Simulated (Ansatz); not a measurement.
## NiGe: geometry relaxation (part 1 of 2)

- system: NiGe (F-43m, 2 atoms in the cell)
- method: DFT PBEsol, scalar-relativistic, plane waves, PAW, no spin polarisation (Ansatz 0.2.0)

The structure was built on a prototype by a generator; it need not be a known phase. Figures and captions count atoms from 1; the log counts them from 0 in places.

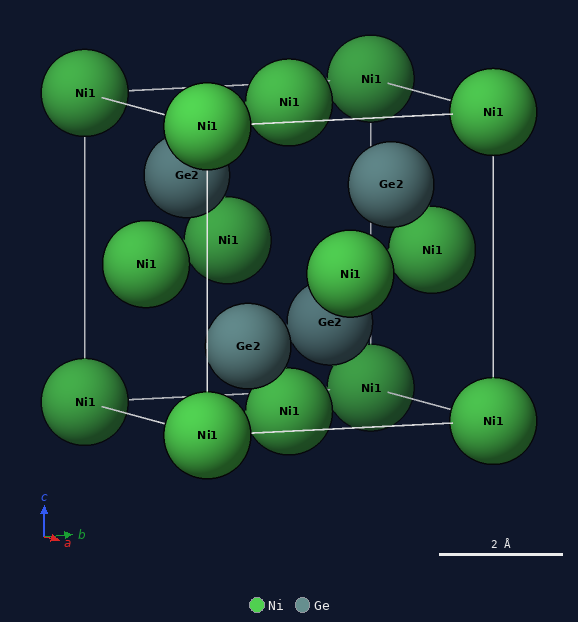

Fig. 1: The input geometry (spheres-only view of the cell 4 times as large as that of the calculation, set on its symmetry axes, seen slightly off an axis; atoms are numbered from 1 in the order of the input). An atom can appear more than once, as a periodic image.

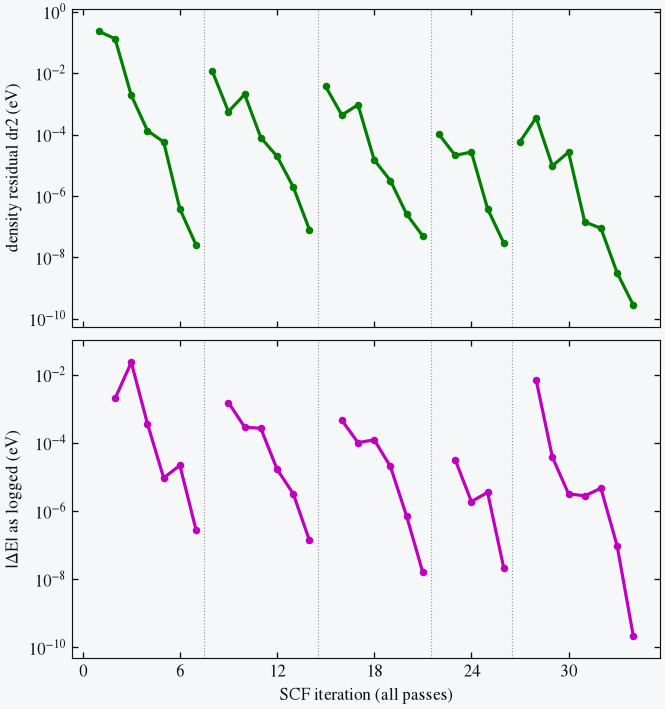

Fig. 2: Convergence of the self-consistent field: density residual dr2 and size of the energy change against the SCF iteration. The dotted lines part the SCF passes of the relaxation: geometry steps, rejected trials and re-solves on a re-selected basis. The 5 passes take 5 to 8 iterations each, 34 in all.

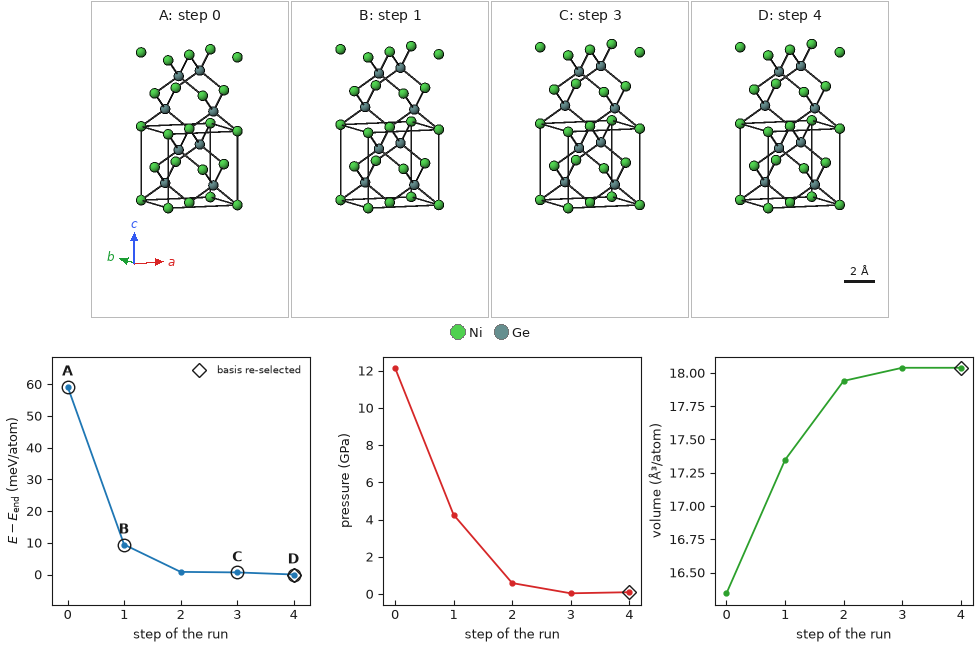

Fig. 3: Frames of the relaxation (ball-and-stick view of the cell 4 times as large as that of the calculation, set on its symmetry axes, repeated 1 × 1 × 2, seen slightly off an axis) above the curves, on which the letters mark them (the first geometry is step 0 here and step 1 in the log).

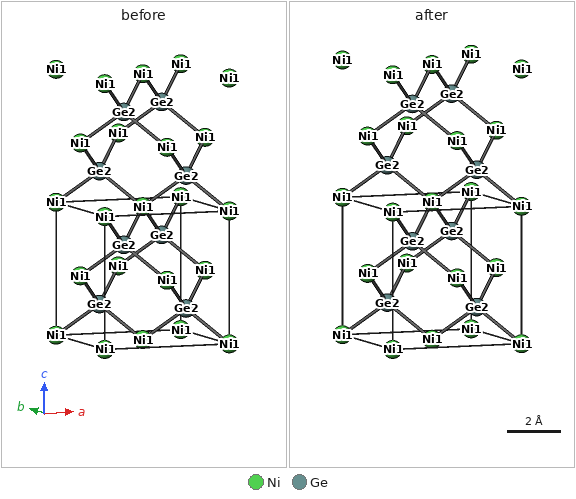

Fig. 4: Before (left) and after (right) the relaxation, at one scale (ball-and-stick view of the cell 4 times as large as that of the calculation, set on its symmetry axes, repeated 1 × 1 × 2, seen slightly off an axis). No atom moves by more than 0.005 Å relative to the cell. Cell: a = b = c 5.076 → 5.245 Å (+3.3 %). Volume +10.4 %. Among the contacts that change: Ni1–Ge2 2.198 → 2.271 Å. The space group stays F-43m (No. 216). Over 3 geometry steps the energy falls by 58.6 meV per atom. All forces vanish by symmetry, so only the cell relaxes. The pressure goes from 12.16 to 0.10 GPa. A last SCF at the same geometry on a re-selected plane-wave basis shifts the energy by −0.7 meV per atom. (Atoms are counted from 1 in the order of the input.)

The input and output of the run follow.

Input
```yaml
crystal:
  lattice:
    - [0.0, 2.5377763786, 2.5377763786]
    - [2.5377763786, 0.0, 2.5377763786]
    - [2.5377763786, 2.5377763786, 0.0]
  atoms:
    - { symbol: Ni, position: [0.0, 0.0, 0.0] }
    - { symbol: Ge, position: [0.25, 0.25, 0.25] }
basis:
  ecutwfc: 420
kpoints:
  mp_grid: { grid: [6, 6, 6] }
hamiltonian:
  xc: pbesol
scf:
  occupations: { method: gaussian, width: 0.1 }
output:
  forces: true
  stress: true
  eigenvalues: true
relax:
  adjacent_minimum: "off"
  f_tol: 0.05
  max_steps: 80
  cell: { stress_tol: 0.5 }
```

Launch command:
```bash
ansatz run input.yaml --threads 1 --pin off --max-ram 2560MiB --backend cpu --events-out ev --progress --plain --runs-dir out
```

What the program printed
```
Engine: ansatz 0.2.0, x86_64-unknown-linux-gnu
Pseudopotentials: kind: paw
Pseudopotential: Ni, paw, valence charge 18, recommended cutoff 420 eV (normal), Ni.paw.azcp
Pseudopotential: Ge, paw, valence charge 14, recommended cutoff 420 eV (normal), Ge.paw.azcp
Functional definition: PBEsol
  exchange = pbesol_x
  correlation = pbesol_c
Crystal: 2 atoms, lattice volume = 32.688 Å³
Basis set: ecut = 420 eV, 609 PW (Γ), exchange–correlation on 48×48×48 points (8 copies of the dense FFT grid, shifted against one another)
Bands: 20, of which v1, the nominal top of the filled ones, is band 16 counted from 1 (15 counted from 0)
Symmetry: 24 space group operations
Space group: F-43m (ITA 216), of the structure as read, at distance tolerance 3.2e-5 Å
k-points: 16 of 216 (time reversal used)
Non-local potential: Ni, projectors of the file, l = 0: 3, l = 1: 2, l = 2: 3, l = 3: 1
Non-local potential: Ge, projectors of the file, l = 0: 2, l = 1: 2, l = 2: 3, l = 3: 1
PAW form: soft (Blöchl's): semilocal exchange-correlation on the pseudo side does not see the compensation charge
PAW frozen core: Ni, regenerated for the run's functional, and the local potential with it (the file was generated under x = pbe(κ = 0.804, μ = 0.2195149727645171), c = pbe(β = 0.06672455060314922))
PAW frozen core: Ge, regenerated for the run's functional, and the local potential with it (the file was generated under x = pbe(κ = 0.804, μ = 0.2195149727645171), c = pbe(β = 0.06672455060314922))
PAW one-centre angular grid: Ni, 590 points (default); XC on 64 Gauss nodes
PAW one-centre angular grid: Ge, 590 points (default); XC on 64 Gauss nodes
Initial density: superposition of atomic densities (neutral atoms: chi_scale 0, normalization atom), corrected by the library's trained network
Initial wavefunctions: pseudopotential atomic-orbital guess
Functional: x = pbesol(κ = 0.804, μ = 0.12345679012345678), c = pbesol(β = 0.046)
SCF iter   1: F=—  HF=-10057.722226 eV  |F-HF|=—  |Δ(HF+E_count)|=         —  Δρ=3.23e-2  dr2=2.29e-1  ethr=1.77e-3  ⟨swp⟩=5.6  Hψ=1311  notcnv=0
preconditioner: auto → LDOS  [insulator: Δε(μ)=0.153 eV  Ē_g=17.161 eV  σ=0.100 eV  W_gap=0.64  n_scr=14 (ndim 8)  ℏωp=31.8 eV  f_vac=0.011  D(μ)=2.04/eV (n_scr^D=14)  ε∞_Penn≈4.4  β→1.0]
SCF iter   2: F=—  HF=-10057.720202 eV  |F-HF|=—  |Δ(HF+E_count)|=   2.02e-3  Δρ=2.85e-2  dr2=1.31e-1  ethr=7.15e-4  ⟨swp⟩=2.0  Hψ=591  notcnv=0  defer=5
SCF iter   3: F=—  HF=-10057.697213 eV  |F-HF|=—  |Δ(HF+E_count)|=   2.30e-2  Δρ=3.00e-3  dr2=1.88e-3  ethr=4.10e-4  ⟨swp⟩=2.0  Hψ=448  notcnv=0  defer=5
SCF iter   4: F=—  HF=-10057.696850 eV  |F-HF|=—  |Δ(HF+E_count)|=   3.63e-4  Δρ=9.38e-4  dr2=1.33e-4  ethr=5.89e-6  ⟨swp⟩=2.0  Hψ=459  notcnv=0  defer=5
SCF iter   5: F=—  HF=-10057.696859 eV  |F-HF|=—  |Δ(HF+E_count)|=   9.43e-6  Δρ=5.00e-4  dr2=5.73e-5  ethr=4.14e-7  ⟨swp⟩=2.5  Hψ=535  notcnv=0  defer=5
SCF iter   6: F=—  HF=-10057.696837 eV  |F-HF|=—  |Δ(HF+E_count)|=   2.19e-5  Δρ=4.50e-5  dr2=3.77e-7  ethr=1.79e-7  ⟨swp⟩=2.4  Hψ=493  notcnv=0  defer=5
SCF iter   7: F=-10057.696838 eV  HF=-10057.696838 eV  |F-HF|=1.12e-9  |Δ(HF+E_count)|=   2.80e-7  Δρ=8.68e-6  dr2=2.53e-8  ethr=3.13e-10  ⟨swp⟩=6.2  Hψ=1464  notcnv=0
SCF 1 converged in 7 iterations: F = -10057.696838 eV  dr2 = 2.53e-8
  greatest PAW one-centre occupation: 1.001 electrons in one spin orbital (limit 2), on the Ni atom at site 0 (counted from 0), in its partial waves of l = 1
relax step   1: F+E_penalty+E_count = -10057.69683776 eV  Δ(F+E_penalty+E_count) = +0.000e0 eV  max|allowed force component| = 4.337e-17 eV/Å  Δτ_max = 0.0000 Å  P = +12.158 GPa  Ω = 32.688 Å³  (7 SCF iters, dr2 threshold 1.00e-7 eV, accepted)
Crystal: 2 atoms, lattice volume = 34.694 Å³
Basis set: ecut = 420 eV, 645 PW (Γ), exchange–correlation on 48×48×48 points (8 copies of the dense FFT grid, shifted against one another)
Initial density: handed on by an earlier stage of this run
Initial wavefunctions: those handed on with the density
iter 1 solved again at ethr=3.74e-5 eV; its pass at ethr=3.10e-3 eV (dr2=1.20e-2 eV) is discarded
SCF iter   1: F=—  HF=-10057.797990 eV  |F-HF|=—  |Δ(HF+E_count)|=         —  Δρ=5.23e-3  dr2=1.15e-2  ethr=3.74e-5  ⟨swp⟩=1.1  Hψ=1733  notcnv=0
preconditioner: auto → LDOS  [insulator: Δε(μ)=0.146 eV  Ē_g=16.910 eV  σ=0.100 eV  W_gap=0.61  n_scr=14 (ndim 8)  ℏωp=30.9 eV  f_vac=0.021  D(μ)=1.96/eV (n_scr^D=14)  ε∞_Penn≈4.3  β→1.0]
SCF iter   2: F=—  HF=-10057.796472 eV  |F-HF|=—  |Δ(HF+E_count)|=   1.52e-3  Δρ=1.87e-3  dr2=5.58e-4  ethr=3.59e-5  ⟨swp⟩=1.1  Hψ=321  notcnv=0
SCF iter   3: F=—  HF=-10057.796764 eV  |F-HF|=—  |Δ(HF+E_count)|=   2.92e-4  Δρ=3.14e-3  dr2=2.03e-3  ethr=1.74e-6  ⟨swp⟩=2.0  Hψ=575  notcnv=0
SCF iter   4: F=—  HF=-10057.796498 eV  |F-HF|=—  |Δ(HF+E_count)|=   2.66e-4  Δρ=6.17e-4  dr2=7.88e-5  ethr=1.74e-6  ⟨swp⟩=2.0  Hψ=565  notcnv=0
SCF iter   5: F=—  HF=-10057.796481 eV  |F-HF|=—  |Δ(HF+E_count)|=   1.70e-5  Δρ=2.86e-4  dr2=1.95e-5  ethr=2.46e-7  ⟨swp⟩=2.2  Hψ=509  notcnv=0
SCF iter   6: F=—  HF=-10057.796478 eV  |F-HF|=—  |Δ(HF+E_count)|=   3.22e-6  Δρ=9.04e-5  dr2=1.97e-6  ethr=6.10e-8  ⟨swp⟩=2.0  Hψ=400  notcnv=0
SCF iter   7: F=-10057.796478 eV  HF=-10057.796478 eV  |F-HF|=5.57e-8  |Δ(HF+E_count)|=   1.39e-7  Δρ=1.87e-5  dr2=7.98e-8  ethr=6.25e-10  ⟨swp⟩=4.6  Hψ=1510  notcnv=0
SCF 2 converged in 7 iterations: F = -10057.796478 eV  dr2 = 7.98e-8
relax step   2: F+E_penalty+E_count = -10057.79647786 eV  Δ(F+E_penalty+E_count) = -9.964e-2 eV  max|allowed force component| = 8.876e-17 eV/Å  Δτ_max = 0.0000 Å  P = +4.260 GPa  Ω = 34.694 Å³  energy of the carried Pulay correction = -6.183e-4 eV  (7 SCF iters, dr2 threshold 2.00e-7 eV, accepted)
Crystal: 2 atoms, lattice volume = 35.881 Å³
Basis set: ecut = 420 eV, 725 PW (Γ), exchange–correlation on 48×48×48 points (8 copies of the dense FFT grid, shifted against one another)
iter 1 solved again at ethr=1.15e-5 eV; its pass at ethr=3.10e-3 eV (dr2=3.69e-3 eV) is discarded
```
